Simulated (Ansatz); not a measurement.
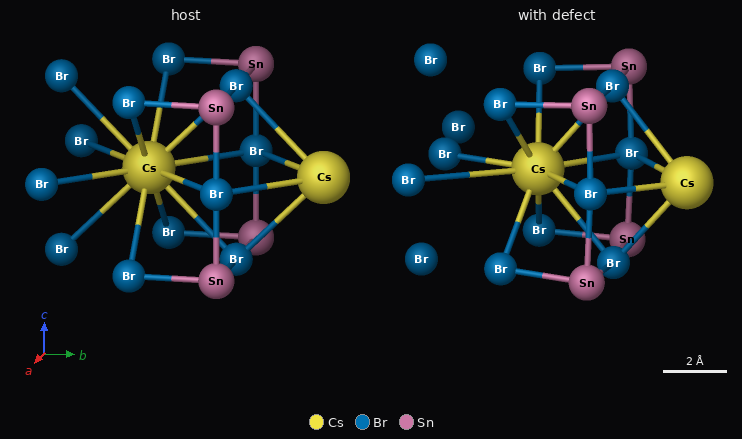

Left: perfect CsSnBr3. Right: the same region with a pair of point defects, after relaxing the atoms in a supercell of 40 sites. A ball-and-stick model of the atoms within 5.2 Å of one point, seen slightly off an axis.

These are results of DFT, PBEsol, PAW, plane waves (Ansatz 0.2.0), not measurements. (plane-wave cutoff 420 eV; k-point mesh 1 × 1 × 1; mesh shifted by (0.25, 0.25, 0.25); no spin polarisation) Fermi-Dirac smearing of 0.01 eV. A uniform background neutralises the charged cell. The axes drawn are those of the host's conventional cell.

Which defect is it?

A caesium atom is replaced by bromine and an extra caesium atom is put between the host's atoms (an interstitial), the two sites 2.9 Å apart.

The charge state of the cell is +1.

What does the relaxation do around it?

In the host the Cs atom has ; the Br atom ends with 1 Sn at 2.68 Å. The Cs atom starts with 4 Br at 2.87 to 2.88 Å, 2 Cs at 2.87 to 2.88 Å around its place and ends with 9 Br at 3.44 to 3.93 Å. Of the host's atoms, a bromine atom moves furthest from its site, by 1.53 Å. The Br atom itself moves 2.89 Å from where it was put. The Cs atom itself moves 2.29 Å from where it was put.

Limits of the set-up: the cell is charged, on a uniform background, and energies carry no finite-size correction.
